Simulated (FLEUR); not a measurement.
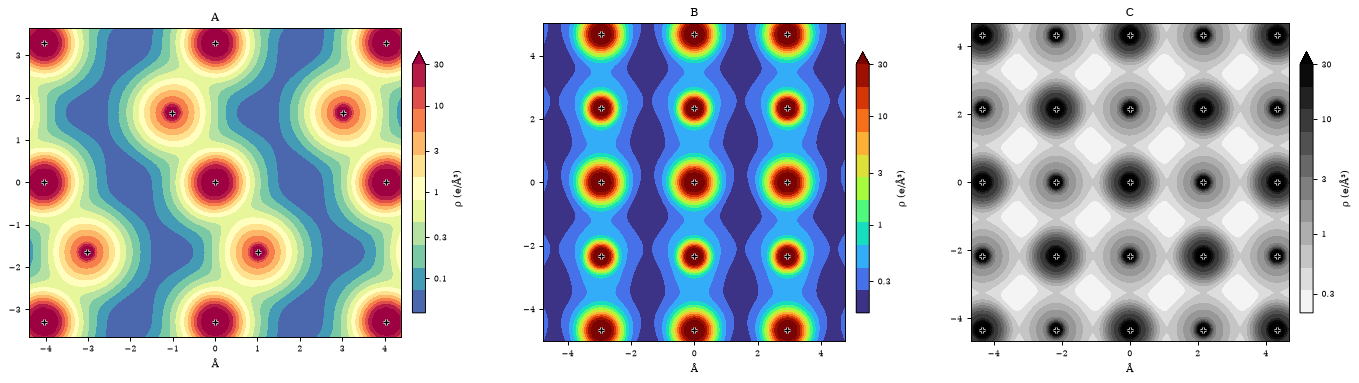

The total electron density of 3 systems, each on a plane through atoms (crosses mark nuclei in the plane).

All numbers below come from Kohn-Sham DFT of a periodic cell, PBE, all-electron in FLEUR MaX-R8.1 (later development tree).

System 1: CuO, the (101̄) plane of the conventional cell. Space group C2/c; a structure from a database of computed crystals, not necessarily the ambient phase.

System 2: SiNi, the (010) plane of the conventional cell. Space group Pmmn; a structure from a database of computed crystals, not necessarily the ambient phase; spin-polarised.

```cif
data_structure
_symmetry_space_group_name_H-M 'P 1'
_symmetry_Int_Tables_number 1
_cell_length_a 2.9428
_cell_length_b 3.2803
_cell_length_c 4.6774
_cell_angle_alpha 90.000
_cell_angle_beta 90.000
_cell_angle_gamma 90.000
_cell_volume 45.15
loop_
_atom_site_label
_atom_site_type_symbol
_atom_site_fract_x
_atom_site_fract_y
_atom_site_fract_z
_atom_site_occupancy
Ni1 Ni 0.50000 0.50000 0.34250 1
Ni2 Ni 0.00000 0.00000 0.65750 1
Si1 Si 0.50000 0.50000 0.84314 1
Si2 Si 0.00000 0.00000 0.15686 1
```

System 3: TiC, the (010) plane of the conventional cell. Space group Fm-3m; a structure from a database of computed crystals, not necessarily the ambient phase.

```xyz
8
Lattice="4.3314 0.0000 0.0000 0.0000 4.3314 0.0000 0.0000 0.0000 4.3314" Properties=species:S:1:pos:R:3 pbc="T T T"
Ti    0.0000    0.0000    0.0000
Ti    2.1657    2.1657    0.0000
Ti    2.1657    0.0000    2.1657
Ti    0.0000    2.1657    2.1657
C     2.1657    0.0000    0.0000
C     0.0000    2.1657    0.0000
C     0.0000    0.0000    2.1657
C     2.1657    2.1657    2.1657
```

Which map belongs to which system?

Answer. Panel A is system 1, CuO: the plane holds Cu and O. Cu–O (1.94 Å): ρ at the midpoint is about 0.66 e/Å³. Panel B is system 2, SiNi: the plane holds Ni and Si. Si–Ni (2.34 Å): the density is about 0.43 e/Å³ at the midpoint. Panel C is system 3, TiC: the plane holds Ti and C. Ti–C (2.17 Å): ρ is about 0.51 e/Å³ halfway.
